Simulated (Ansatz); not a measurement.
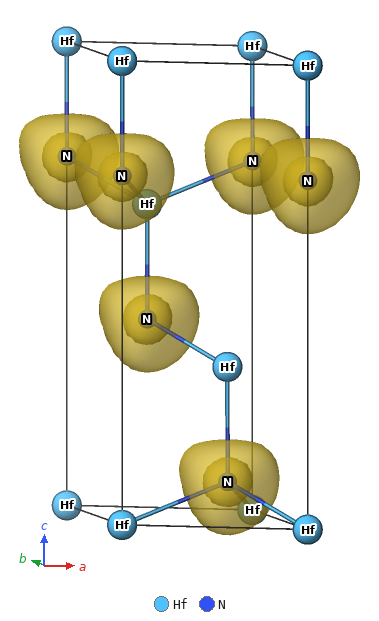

HfN. Isosurface of the ELF at 0.7 (yellow), seen slightly off an axis. Only the valence region is drawn (cores and ρ < 0.01 e/Å³ removed). Sticks mark near contacts.

Space group Cm; a structure from a database of computed crystals, not necessarily the ambient phase; changed on purpose from its base cell (all atoms moved at random, sigma 0.02 A a component); computed without spin polarisation.

Theory: DFT PBEsol, scalar-relativistic, plane waves, PAW in Ansatz 0.2.0.

In a PAW calculation such maps are meaningful between the atoms, not at the nuclei.

```xyz
6
Lattice="0.0000 2.4335 -2.4335 2.4335 0.0000 2.4335 4.8671 -4.8671 -4.8671" Properties=species:S:1:pos:R:3 pbc="T T T"
Hf    4.8660   -4.8660   -4.8660
Hf    4.8660   -2.4325   -2.4325
Hf    2.4324    0.0011   -2.4325
N     3.6639   -3.6553   -3.6599
N     3.6638   -1.2218   -1.2264
N     1.2303    1.2118   -1.2264
```

### Describe the localisation domains.

The ELF exceeds this value in three regions wrapped around N (the valence shell of each), counted in one cell of 6 atoms. Any copies at cell faces, edges or corners count once. Along the contacts the grid gives the following. Hf–N (2.09 Å): the ELF peaks at about 0.80 in the valence shell of N, 0.6 Å from its nucleus, and drops to about 0.25 between the two atoms; no shared electron pair shows on this line.

### Does the calculation make it a metal, or give it a gap?

It is gapless in this calculation (a metal or semimetal).
